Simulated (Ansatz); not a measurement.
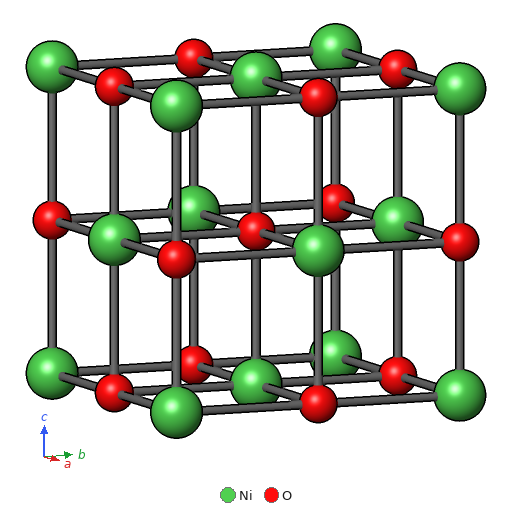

System: NiO, space group Fm-3m (No. 225). The picture shows the conventional cell.

The given structure:
```
CELL_PARAMETERS angstrom
0.00000 2.08590 2.08590
2.08590 0.00000 2.08590
2.08590 2.08590 0.00000
ATOMIC_POSITIONS crystal
Ni 0.00000 0.00000 0.00000
O 0.50000 0.50000 0.50000
```

How it was computed, with Ansatz 0.2.0: volume and cell lengths of one structure relaxed by several density functionals; plane waves with PAW datasets, Γ-centred k mesh. All runs: collinear spin. The state reached is ferromagnetic.

occupations Gaussian; smearing width 0.1 eV.

The space group named is that of the starting cell.

Describe the result: the volume by functional. The cases: PBEsol; PBE+D3(BJ); PBE.

PBEsol gives 8.718 Å³/atom, PBE+D3(BJ) 9.180 Å³/atom and PBE 9.370 Å³/atom.

| functional | volume (Å³/atom) |
| --- | --- |
| PBEsol | 8.718 |
| PBE+D3(BJ) | 9.180 |
| PBE | 9.370 |

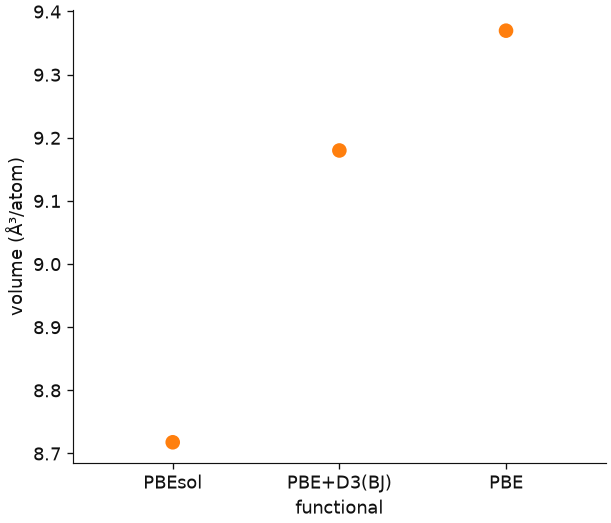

Note: another magnetic order may lie lower.
